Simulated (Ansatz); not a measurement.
**Geometry relaxation of Mo (part 1 of 2)**

The run: geometry relaxation of Mo (slab, 6 atoms in the cell). Method and program: DFT LDA, scalar-relativistic, plane waves, PAW, PAW set soft_1, no spin polarisation (Ansatz 0.2.0).

The structure derives from an entry of the Crystallography Open Database. The input holds or restrains some coordinates. Forces given for the steps count only the free coordinates. Figures and captions count atoms from 1; the log counts them from 0 in places.

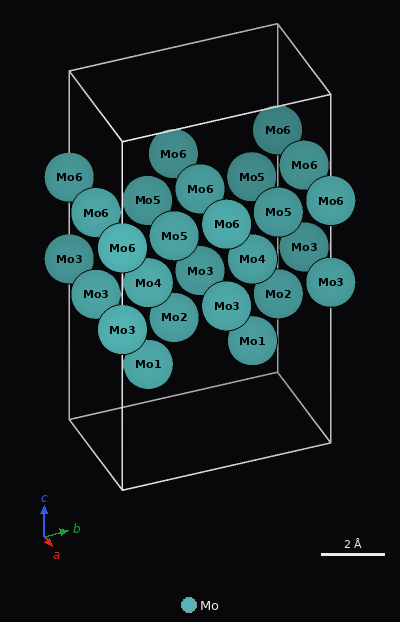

Fig. 1: The structure as given in the input (spheres-only view of the 2 × 2 repeat of the cell, with the vacuum cut short, seen slightly off an axis; atoms are numbered from 1 in the order of the input). An atom can appear more than once, as a periodic image.

**The input**
```yaml
crystal:
  lattice:
    - [4.4001385488, 0.0, 0.0]
    - [-2.2000692744, 3.8106317634, 0.0]
    - [0.0, 0.0, 18.4908726009]
  atoms:
    - { symbol: Mo, position: [0.6666666667, 0.3333333333, 0.3785651522] }
    - { symbol: Mo, position: [0.3333333333, 0.6666666667, 0.4271390913] }
    - { symbol: Mo, position: [0.0, 0.0, 0.4757130304] }
    - { symbol: Mo, position: [0.6666666667, 0.3333333333, 0.5242869696] }
    - { symbol: Mo, position: [0.3333333333, 0.6666666667, 0.5728609087] }
    - { symbol: Mo, position: [0.0, 0.0, 0.6214348478] }
basis:
  ecutwfc: 420
kpoints:
  mp_grid: { grid: [9, 9, 1] }
hamiltonian:
  xc: lda
  pseudopotentials: { kind: paw, azcp: { folder: soft_1 } }
scf:
  occupations: { method: gaussian, width: 0.1 }
output:
  forces: true
  eigenvalues: true
relax:
  adjacent_minimum: "off"
  f_tol: 0.03
  max_steps: 50
  constraints: [{ sites: [0, 1, 2] }]
efield:
  axis: 3
  dipole_correction: true
  ramp_width: 0.04
```

Launch command:
```bash
ansatz run input.yaml --threads 2 --pin off --max-ram 6144MiB --backend cpu --events-out ev --progress --plain --runs-dir out
```

**Log**
```
Warning: [file] the record states the generating functional pbe (its physics header spells it `PBE`), which answers neither for hamiltonian.xc's functional nor for the lda family's — results may be inconsistent (PPs are generated against a specific XC)
Engine: ansatz 0.2.0, x86_64-unknown-linux-gnu
Pseudopotentials: kind: paw
Pseudopotential: Mo, paw, valence charge 14, recommended cutoff 420 eV (normal), [file]
Functional definition: SPW92
  exchange = slater_x
  correlation = pw_c
Crystal: 6 atoms, lattice volume = 310.042 Å³
Basis set: ecut = 420 eV, 6139 PW (Γ)
Bands: 51, of which v1, the nominal top of the filled ones, is band 42 counted from 1 (41 counted from 0)
Symmetry: 6 space group operations
k-points: 12 of 81 (time reversal used)
Non-local potential: Mo, projectors of the file, l = 0: 3, l = 1: 2, l = 2: 2, l = 3: 1
PAW form: soft (Blöchl's): semilocal exchange-correlation on the pseudo side does not see the compensation charge
PAW frozen core: Mo, regenerated for the run's functional, and the local potential with it (the file was generated under x = pbe(κ = 0.804, μ = 0.2195149727645171), c = pbe(β = 0.06672455060314922))
PAW one-centre angular grid: Mo, 590 points (default); XC on 64 Gauss nodes
Initial density: superposition of atomic densities (neutral atoms: chi_scale 0, normalization atom)
Initial wavefunctions: pseudopotential atomic-orbital guess
Functional: x = slater, c = lda
SCF iter   1: F=—  HF=-29055.918749 eV  |F-HF|=—  |Δ(HF+E_count)|=         —  Δρ=6.21e-2  dr2=3.99e1  ethr=3.10e-3  p=0.000 e·Å  D=1.96e-14 V/Å  ΔV_dip=-0.00 eV  dr2_dipole=9.34e-10  V_vac-E_F(+/−)=6.12/6.12 eV  ⟨swp⟩=10.2  Hψ=3065  notcnv=0
efield: sawtooth ramp at fractional position 0.9800 (placed from the atoms, in the widest stretch of the axis that holds none; the zero of the levels goes with the place), width 0.0400; the density the first Hamiltonian is built on has a dipole p = 0.000 e·Å; the dipole correction subtracts the counter field D = 1.96e-14 V/Å, which shifts the + side's vacuum level by -0.00 eV against the − side's; the planar-averaged density in the ramp window peaks in size at 5.3e-6 e/Å³
preconditioner: auto → LDOS  [metal: Δε(μ)=0.078 eV  Ē_g=4.176 eV  σ=0.100 eV  W_gap=0.42  n_scr=66 (ndim 8)  ℏωp=12.7 eV  f_vac=0.567  D(μ)=2.82/eV (n_scr^D=6)  β→1.0]
SCF iter   2: F=—  HF=-29068.985691 eV  |F-HF|=—  |Δ(HF+E_count)|=    1.31e1  Δρ=1.22e-1  dr2=2.93e2  ethr=3.10e-3  p=-0.000 e·Å  D=-8.45e-6 V/Å  ΔV_dip=0.00 eV  dr2_dipole=1.26e-7  V_vac-E_F(+/−)=1.67/1.67 eV  ⟨swp⟩=5.3  Hψ=1718  notcnv=0  defer=30  recentre
SCF iter   3: F=—  HF=-29050.209896 eV  |F-HF|=—  |Δ(HF+E_count)|=    1.88e1  Δρ=2.59e-2  dr2=7.87e0  ethr=3.10e-3  p=-0.000 e·Å  D=-1.24e-6 V/Å  ΔV_dip=0.00 eV  dr2_dipole=3.92e-10  V_vac-E_F(+/−)=5.22/5.22 eV  ⟨swp⟩=4.9  Hψ=1730  notcnv=0  defer=25
SCF iter   4: F=—  HF=-29049.229598 eV  |F-HF|=—  |Δ(HF+E_count)|=   9.80e-1  Δρ=4.85e-3  dr2=1.06e-1  ethr=3.10e-3  p=-0.000 e·Å  D=-3.19e-6 V/Å  ΔV_dip=0.00 eV  dr2_dipole=3.58e-10  V_vac-E_F(+/−)=4.24/4.24 eV  ⟨swp⟩=3.2  Hψ=1024  notcnv=0  defer=25
SCF iter   5: F=—  HF=-29049.202962 eV  |F-HF|=—  |Δ(HF+E_count)|=   2.66e-2  Δρ=1.50e-3  dr2=2.85e-2  ethr=1.27e-4  p=-0.000 e·Å  D=-3.89e-6 V/Å  ΔV_dip=0.00 eV  dr2_dipole=5.85e-9  V_vac-E_F(+/−)=4.13/4.13 eV  ⟨swp⟩=3.1  Hψ=1280  notcnv=0  defer=25
SCF iter   6: F=—  HF=-29049.199963 eV  |F-HF|=—  |Δ(HF+E_count)|=   3.00e-3  Δρ=5.92e-4  dr2=2.61e-3  ethr=3.39e-5  p=-0.000 e·Å  D=-1.51e-6 V/Å  ΔV_dip=0.00 eV  dr2_dipole=1.21e-12  V_vac-E_F(+/−)=4.10/4.10 eV  ⟨swp⟩=2.0  Hψ=801  notcnv=0  defer=25
SCF iter   7: F=—  HF=-29049.200042 eV  |F-HF|=—  |Δ(HF+E_count)|=   7.86e-5  Δρ=1.61e-4  dr2=3.07e-4  ethr=3.11e-6  p=-0.000 e·Å  D=-1.64e-8 V/Å  ΔV_dip=0.00 eV  dr2_dipole=1.60e-11  V_vac-E_F(+/−)=4.07/4.07 eV  ⟨swp⟩=2.0  Hψ=831  notcnv=0  defer=25
SCF iter   8: F=—  HF=-29049.200033 eV  |F-HF|=—  |Δ(HF+E_count)|=   8.79e-6  Δρ=8.51e-5  dr2=1.09e-4  ethr=3.65e-7  p=0.000 e·Å  D=1.70e-7 V/Å  ΔV_dip=-0.00 eV  dr2_dipole=4.94e-11  V_vac-E_F(+/−)=4.06/4.06 eV  ⟨swp⟩=2.2  Hψ=830  notcnv=0  defer=25
SCF iter   9: F=-29049.200020 eV  HF=-29049.200027 eV  |F-HF|=7.28e-6  |Δ(HF+E_count)|=   5.58e-6  Δρ=2.55e-5  dr2=1.14e-5  ethr=2.68e-8  p=0.000 e·Å  D=1.47e-7 V/Å  ΔV_dip=-0.00 eV  dr2_dipole=4.96e-12  V_vac-E_F(+/−)=4.05/4.05 eV  ⟨swp⟩=15.5  Hψ=3179  notcnv=0
SCF 1 converged in 9 iterations: F = -29049.200020 eV  dr2 = 1.14e-5
  greatest PAW one-centre occupation: 0.998 electrons in one spin orbital (limit 2), on the Mo atom at site 4 (counted from 0), in its partial waves of l = 0
relax step   1: F+E_penalty+E_count = -29049.20001987 eV  Δ(F+E_penalty+E_count) = +0.000e0 eV  max|allowed force component| = 2.140e0 eV/Å  Δτ_max = 0.0000 Å  (9 SCF iters, dr2 threshold 2.25e-5 eV, accepted)
Initial density: handed on by an earlier stage of this run
Initial wavefunctions: those handed on with the density
iter 1 solved again at ethr=1.19e-3 eV; its pass at ethr=3.10e-3 eV (dr2=9.99e-1 eV) is discarded
SCF iter   1: F=—  HF=-29049.611195 eV  |F-HF|=—  |Δ(HF+E_count)|=         —  Δρ=1.25e-2  dr2=9.36e-1  ethr=1.19e-3  p=0.000 e·Å  D=1.53e-7 V/Å  ΔV_dip=-0.00 eV  dr2_dipole=5.06e-2  V_vac-E_F(+/−)=4.08/4.08 eV  ⟨swp⟩=1.2  Hψ=2019  notcnv=0  defer=18
efield: sawtooth ramp at fractional position 0.9800 (handed on by an earlier solve), width 0.0400; the density the first Hamiltonian is built on has a dipole p = 0.000 e·Å; the dipole correction subtracts the counter field D = 1.53e-7 V/Å, which shifts the + side's vacuum level by -0.00 eV against the − side's; the planar-averaged density in the ramp window peaks in size at 5.0e-6 e/Å³
preconditioner: auto → LDOS  [metal: Δε(μ)=0.029 eV  Ē_g=3.622 eV  σ=0.100 eV  W_gap=0.16  n_scr=66 (ndim 8)  ℏωp=12.7 eV  f_vac=0.587  D(μ)=8.38/eV (n_scr^D=66)  β→1.0]
SCF iter   2: F=—  HF=-29049.549041 eV  |F-HF|=—  |Δ(HF+E_count)|=   6.22e-2  Δρ=7.09e-3  dr2=3.63e-1  ethr=1.11e-3  p=-0.004 e·Å  D=-2.43e-3 V/Å  ΔV_dip=0.05 eV  dr2_dipole=1.53e-2  V_vac-E_F(+/−)=4.11/4.06 eV  ⟨swp⟩=2.8  Hψ=934  notcnv=0  defer=18
SCF iter   3: F=—  HF=-29049.521374 eV  |F-HF|=—  |Δ(HF+E_count)|=   2.77e-2  Δρ=2.71e-3  dr2=5.82e-2  ethr=4.32e-4  p=-0.009 e·Å  D=-5.15e-3 V/Å  ΔV_dip=0.10 eV  dr2_dipole=3.04e-3  V_vac-E_F(+/−)=4.16/4.06 eV  ⟨swp⟩=3.0  Hψ=1030  notcnv=0  defer=18
SCF iter   4: F=—  HF=-29049.515855 eV  |F-HF|=—  |Δ(HF+E_count)|=   5.52e-3  Δρ=5.56e-4  dr2=2.28e-3  ethr=6.93e-5  p=-0.011 e·Å  D=-6.29e-3 V/Å  ΔV_dip=0.12 eV  dr2_dipole=1.88e-5  V_vac-E_F(+/−)=4.17/4.06 eV  ⟨swp⟩=2.2  Hψ=809  notcnv=0  defer=18
SCF iter   5: F=—  HF=-29049.515745 eV  |F-HF|=—  |Δ(HF+E_count)|=   1.09e-4  Δρ=1.18e-4  dr2=9.56e-5  ethr=2.71e-6  p=-0.013 e·Å  D=-7.58e-3 V/Å  ΔV_dip=0.14 eV  dr2_dipole=1.58e-6  V_vac-E_F(+/−)=4.19/4.05 eV  ⟨swp⟩=2.0  Hψ=848  notcnv=0  defer=18
SCF iter   6: F=-29049.515730 eV  HF=-29049.515748 eV  |F-HF|=1.79e-5  |Δ(HF+E_count)|=   2.48e-6  Δρ=5.14e-5  dr2=2.37e-5  ethr=1.14e-7  p=-0.015 e·Å  D=-8.56e-3 V/Å  ΔV_dip=0.16 eV  dr2_dipole=2.64e-6  V_vac-E_F(+/−)=4.21/4.05 eV  ⟨swp⟩=14.1  Hψ=3088  notcnv=0
SCF 2 converged in 6 iterations: F = -29049.515730 eV  dr2 = 2.37e-5
relax step   2: F+E_penalty+E_count = -29049.51572999 eV  Δ(F+E_penalty+E_count) = -3.157e-1 eV  max|allowed force component| = 7.983e-1 eV/Å  Δτ_max = 0.1962 Å  (6 SCF iters, dr2 threshold 1.00e-4 eV, accepted)
iter 1 solved again at ethr=2.22e-3 eV; its pass at ethr=3.10e-3 eV (dr2=1.87e0 eV) is discarded
SCF iter   1: F=—  HF=-29049.700745 eV  |F-HF|=—  |Δ(HF+E_count)|=         —  Δρ=1.29e-2  dr2=1.67e0  ethr=2.22e-3  p=-0.015 e·Å  D=-8.56e-3 V/Å  ΔV_dip=0.16 eV  dr2_dipole=2.45e-1  V_vac-E_F(+/−)=4.21/4.05 eV  ⟨swp⟩=1.1  Hψ=2057  notcnv=0  defer=20
efield: sawtooth ramp at fractional position 0.9800 (handed on by an earlier solve), width 0.0400; the density the first Hamiltonian is built on has a dipole p = -0.015 e·Å; the dipole correction subtracts the counter field D = -8.56e-3 V/Å, which shifts the + side's vacuum level by +0.16 eV against the − side's; the planar-averaged density in the ramp window peaks in size at 5.3e-6 e/Å³
preconditioner: auto → LDOS  [metal: Δε(μ)=0.070 eV  Ē_g=3.765 eV  σ=0.100 eV  W_gap=0.35  n_scr=66 (ndim 8)  ℏωp=12.7 eV  f_vac=0.593  D(μ)=7.07/eV (n_scr^D=52)  β→1.0]
SCF iter   2: F=—  HF=-29049.627968 eV  |F-HF|=—  |Δ(HF+E_count)|=   7.28e-2  Δρ=7.38e-3  dr2=5.04e-1  ethr=1.99e-3  p=-0.015 e·Å  D=-8.58e-3 V/Å  ΔV_dip=0.16 eV  dr2_dipole=1.18e-2  V_vac-E_F(+/−)=4.16/4.00 eV  ⟨swp⟩=2.8  Hψ=882  notcnv=0  defer=20
SCF iter   3: F=—  HF=-29049.591207 eV  |F-HF|=—  |Δ(HF+E_count)|=   3.68e-2  Δρ=2.81e-3  dr2=8.84e-2  ethr=6.00e-4  p=-0.016 e·Å  D=-9.52e-3 V/Å  ΔV_dip=0.18 eV  dr2_dipole=7.46e-3  V_vac-E_F(+/−)=4.18/4.00 eV  ⟨swp⟩=3.1  Hψ=1035  notcnv=0  defer=20
SCF iter   4: F=—  HF=-29049.584178 eV  |F-HF|=—  |Δ(HF+E_count)|=   7.03e-3  Δρ=6.46e-4  dr2=4.67e-3  ethr=1.05e-4  p=-0.017 e·Å  D=-9.69e-3 V/Å  ΔV_dip=0.18 eV  dr2_dipole=2.95e-4  V_vac-E_F(+/−)=4.17/3.99 eV  ⟨swp⟩=1.8  Hψ=796  notcnv=0  defer=20
SCF iter   5: F=—  HF=-29049.584048 eV  |F-HF|=—  |Δ(HF+E_count)|=   1.30e-4  Δρ=1.71e-4  dr2=2.79e-4  ethr=5.56e-6  p=-0.017 e·Å  D=-1.01e-2 V/Å  ΔV_dip=0.19 eV  dr2_dipole=2.53e-5  V_vac-E_F(+/−)=4.17/3.99 eV  ⟨swp⟩=2.0  Hψ=804  notcnv=0  defer=20
SCF iter   6: F=-29049.584023 eV  HF=-29049.584038 eV  |F-HF|=1.52e-5  |Δ(HF+E_count)|=   9.28e-6  Δρ=5.28e-5  dr2=2.32e-5  ethr=4.74e-8  p=-0.018 e·Å  D=-1.04e-2 V/Å  ΔV_dip=0.19 eV  dr2_dipole=4.25e-8  V_vac-E_F(+/−)=4.17/3.98 eV  ⟨swp⟩=12.4  Hψ=3492  notcnv=0
SCF 3 converged in 6 iterations: F = -29049.584023 eV  dr2 = 2.32e-5
relax step   3: F+E_penalty+E_count = -29049.58402322 eV  Δ(F+E_penalty+E_count) = -6.829e-2 eV  max|allowed force component| = 5.353e-1 eV/Å  Δτ_max = 0.1550 Å  (6 SCF iters, dr2 threshold 3.98e-5 eV, accepted)
SCF iter   1: F=—  HF=-29049.604040 eV  |F-HF|=—  |Δ(HF+E_count)|=         —  Δρ=3.72e-3  dr2=9.48e-2  ethr=1.62e-3  p=-0.018 e·Å  D=-1.04e-2 V/Å  ΔV_dip=0.19 eV  dr2_dipole=3.01e-3  V_vac-E_F(+/−)=4.17/3.98 eV  ⟨swp⟩=2.1  Hψ=944  notcnv=0  defer=18
efield: sawtooth ramp at fractional position 0.9800 (handed on by an earlier solve), width 0.0400; the density the first Hamiltonian is built on has a dipole p = -0.018 e·Å; the dipole correction subtracts the counter field D = -1.04e-2 V/Å, which shifts the + side's vacuum level by +0.19 eV against the − side's; the planar-averaged density in the ramp window peaks in size at 4.9e-6 e/Å³
preconditioner: auto → LDOS  [metal: Δε(μ)=0.046 eV  Ē_g=3.702 eV  σ=0.100 eV  W_gap=0.26  n_scr=66 (ndim 8)  ℏωp=12.7 eV  f_vac=0.590  D(μ)=7.84/eV (n_scr^D=66)  β→1.0]
SCF iter   2: F=—  HF=-29049.598574 eV  |F-HF|=—  |Δ(HF+E_count)|=   5.47e-3  Δρ=1.51e-3  dr2=1.66e-2  ethr=1.13e-4  p=-0.017 e·Å  D=-9.73e-3 V/Å  ΔV_dip=0.18 eV  dr2_dipole=1.05e-5  V_vac-E_F(+/−)=4.18/4.00 eV  ⟨swp⟩=2.1  Hψ=849  notcnv=0  defer=18
SCF iter   3: F=—  HF=-29049.597323 eV  |F-HF|=—  |Δ(HF+E_count)|=   1.25e-3  Δρ=5.71e-4  dr2=3.38e-3  ethr=1.98e-5  p=-0.016 e·Å  D=-9.57e-3 V/Å  ΔV_dip=0.18 eV  dr2_dipole=2.09e-4  V_vac-E_F(+/−)=4.18/4.00 eV  ⟨swp⟩=2.9  Hψ=1154  notcnv=0  defer=18
SCF iter   4: F=—  HF=-29049.597004 eV  |F-HF|=—  |Δ(HF+E_count)|=   3.20e-4  Δρ=1.59e-4  dr2=2.07e-4  ethr=4.03e-6  p=-0.016 e·Å  D=-9.54e-3 V/Å  ΔV_dip=0.18 eV  dr2_dipole=6.69e-6  V_vac-E_F(+/−)=4.18/4.01 eV  ⟨swp⟩=2.5  Hψ=847  notcnv=0  defer=18
SCF iter   5: F=-29049.596990 eV  HF=-29049.596999 eV  |F-HF|=8.24e-6  |Δ(HF+E_count)|=   4.98e-6  Δρ=3.31e-5  dr2=1.19e-5  ethr=4.75e-8  p=-0.016 e·Å  D=-9.40e-3 V/Å  ΔV_dip=0.17 eV  dr2_dipole=2.27e-7  V_vac-E_F(+/−)=4.18/4.01 eV  ⟨swp⟩=11.7  Hψ=3346  notcnv=0
SCF 4 converged in 5 iterations: F = -29049.596990 eV  dr2 = 1.19e-5
relax step   4: F+E_penalty+E_count = -29049.59699035 eV  Δ(F+E_penalty+E_count) = -1.297e-2 eV  max|allowed force component| = 9.285e-2 eV/Å  Δτ_max = 0.0494 Å  (5 SCF iters, dr2 threshold 3.99e-5 eV, accepted)
SCF iter   1: F=—  HF=-29049.597322 eV  |F-HF|=—  |Δ(HF+E_count)|=         —  Δρ=9.81e-4  dr2=3.59e-3  ethr=7.55e-5  p=-0.016 e·Å  D=-9.40e-3 V/Å  ΔV_dip=0.17 eV  dr2_dipole=7.71e-6  V_vac-E_F(+/−)=4.18/4.01 eV  ⟨swp⟩=2.0  Hψ=947  notcnv=0  defer=5
efield: sawtooth ramp at fractional position 0.9800 (handed on by an earlier solve), width 0.0400; the density the first Hamiltonian is built on has a dipole p = -0.016 e·Å; the dipole correction subtracts the counter field D = -9.40e-3 V/Å, which shifts the + side's vacuum level by +0.17 eV against the − side's; the planar-averaged density in the ramp window peaks in size at 4.9e-6 e/Å³
preconditioner: auto → LDOS  [metal: Δε(μ)=0.038 eV  Ē_g=3.718 eV  σ=0.100 eV  W_gap=0.21  n_scr=66 (ndim 8)  ℏωp=12.7 eV  f_vac=0.591  D(μ)=7.85/eV (n_scr^D=66)  β→1.0]
SCF iter   2: F=—  HF=-29049.597053 eV  |F-HF|=—  |Δ(HF+E_count)|=   2.70e-4  Δρ=4.79e-4  dr2=1.52e-3  ethr=4.27e-6  p=-0.016 e·Å  D=-9.56e-3 V/Å  ΔV_dip=0.18 eV  dr2_dipole=8.89e-5  V_vac-E_F(+/−)=4.19/4.01 eV  ⟨swp⟩=2.1  Hψ=927  notcnv=0  defer=5
SCF iter   3: F=—  HF=-29049.596944 eV  |F-HF|=—  |Δ(HF+E_count)|=   1.09e-4  Δρ=1.77e-4  dr2=1.99e-4  ethr=1.81e-6  p=-0.017 e·Å  D=-9.72e-3 V/Å  ΔV_dip=0.18 eV  dr2_dipole=5.53e-6  V_vac-E_F(+/−)=4.19/4.01 eV  ⟨swp⟩=2.0  Hψ=814  notcnv=0  defer=5
SCF iter   4: F=—  HF=-29049.596922 eV  |F-HF|=—  |Δ(HF+E_count)|=   2.14e-5  Δρ=2.93e-5  dr2=5.65e-6  ethr=2.37e-7  p=-0.017 e·Å  D=-9.76e-3 V/Å  ΔV_dip=0.18 eV  dr2_dipole=6.26e-7  V_vac-E_F(+/−)=4.19/4.01 eV  ⟨swp⟩=3.0  Hψ=927  notcnv=0  defer=5
SCF iter   5: F=—  HF=-29049.597056 eV  |F-HF|=—  |Δ(HF+E_count)|=   1.34e-4  Δρ=8.24e-6  dr2=7.31e-7  ethr=6.73e-9  p=-0.017 e·Å  D=-9.81e-3 V/Å  ΔV_dip=0.18 eV  dr2_dipole=4.13e-8  V_vac-E_F(+/−)=4.20/4.01 eV  ⟨swp⟩=2.8  Hψ=1065  notcnv=0  defer=5
SCF iter   6: F=—  HF=-29049.597056 eV  |F-HF|=—  |Δ(HF+E_count)|=   5.35e-8  Δρ=3.75e-6  dr2=1.34e-7  ethr=1.19e-10  p=-0.017 e·Å  D=-9.86e-3 V/Å  ΔV_dip=0.18 eV  dr2_dipole=3.04e-9  V_vac-E_F(+/−)=4.20/4.01 eV  ⟨swp⟩=11.6  Hψ=2866  notcnv=0
SCF iter   7: F=-29049.597056 eV  HF=-29049.597056 eV  |F-HF|=2.68e-8  |Δ(HF+E_count)|=   1.31e-8  Δρ=1.90e-6  dr2=3.63e-8  ethr=1.19e-10  p=-0.017 e·Å  D=-9.89e-3 V/Å  ΔV_dip=0.18 eV  dr2_dipole=1.15e-10  V_vac-E_F(+/−)=4.20/4.02 eV  ⟨swp⟩=5.0  Hψ=2245  notcnv=0
SCF 5 converged in 7 iterations: F = -29049.597056 eV  dr2 = 3.63e-8
relax step   5: F+E_penalty+E_count = -29049.59705641 eV  Δ(F+E_penalty+E_count) = -6.606e-5 eV  max|allowed force component| = 9.954e-2 eV/Å  Δτ_max = 0.0145 Å  (7 SCF iters, accepted)
```
